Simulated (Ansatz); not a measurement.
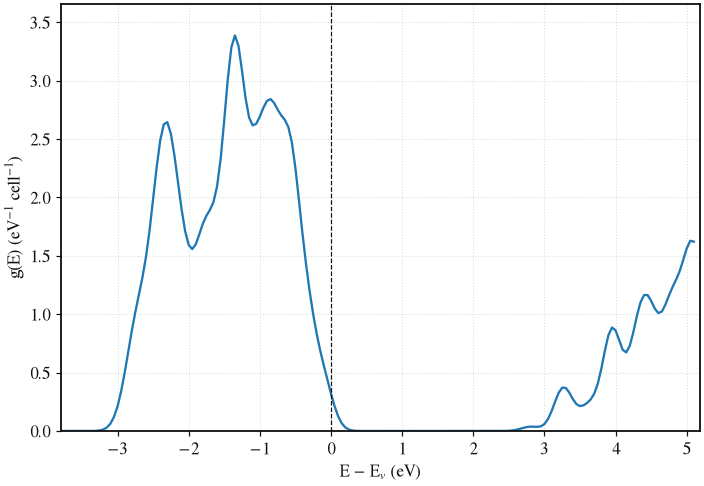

What does this figure show?

Density of states of Li₂Se, space group Fm-3m (No. 225), 3 atoms in the cell. Level of theory: DFT, LDA, plane waves, PAW, no spin polarisation, 8×8×8 k mesh, 420 eV cutoff; code Ansatz. Energies are counted from the top of the valence band. The curve is built from the levels of the k mesh with Gaussians 0.3 eV wide, which also blur the band edges.

There is a gap; over the k points computed it is 2.81 eV (indirect; the smallest direct gap is 3.23 eV). The upper group of valence states starts about 3.0 eV under the valence-band top, with a gap beneath it; it holds about 6 electrons a cell. Within the window shown, the tallest peak of the filled states lies 1.3 eV under the valence-band top, at about 3.4 states per eV and cell.
